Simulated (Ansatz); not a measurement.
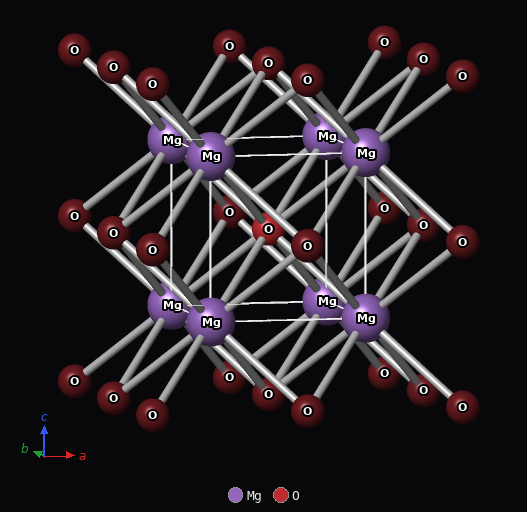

An orthographic ball-and-stick view of the structure, slightly off an axis. The box is the simulation cell; atoms on or close to its faces, edges and corners are drawn wherever they repeat. Every bond is drawn to its end, so some atoms lie outside the box, in fainter colours.

Input deck:
```yaml
crystal:
  lattice:
    - [2.5126437946, 0.0, 0.0]
    - [0.0, 2.6233491278, 0.0]
    - [0.0, 0.0, 2.6233491278]
  atoms:
    - { symbol: Mg, position: [0.0, 0.0, 0.0] }
    - { symbol: O, position: [0.5, 0.5, 0.5] }
kpoints:
  mp_grid: { grid: [6, 6, 6] }
  band_path:
    path:
      - [0.0, 0.0, 0.0]
      - [0.0, 0.5, 0.0]
      - [0.5, 0.5, 0.0]
      - [0.5, 0.5, 0.5]
      - [0.0, 0.5, 0.5]
    npoints: 1
hamiltonian:
  xc: hse06
scf:
  occupations: { method: fixed }
  n_extra_bands: 4
output:
  forces: true
  stress: true
  eigenvalues: true
```
Run as:
```sh
ansatz run input.yaml --threads 4 --pin off --max-ram 3686MiB --backend cpu --events-out ev --progress --plain --runs-dir out
```

The calculation used DFT, HSE06, plane waves, PAW in Ansatz 0.2.0, with 420 eV cutoff, k-points on a 6×6×6 grid, no spin polarisation.

Metal or not?

Answer. An insulator at this level, with a gap of 4.28 eV, indirect; the smallest direct gap is 5.26 eV.

What is the computed pressure?

Answer. The computed pressure is 6.9 GPa (compressed: it would expand). The stress isn't hydrostatic: its largest component is 28.4 GPa.

The starting point was a structure type filled with these elements by a generator (whether the compound takes this form wasn't checked). The cell was then strained or its atoms displaced on purpose. It was the input of a calculation with Ansatz.

At this level of theory the cell isn't at rest (compressed, at 7 GPa), so its distances can differ from those at equilibrium, the more so the softer the solid.
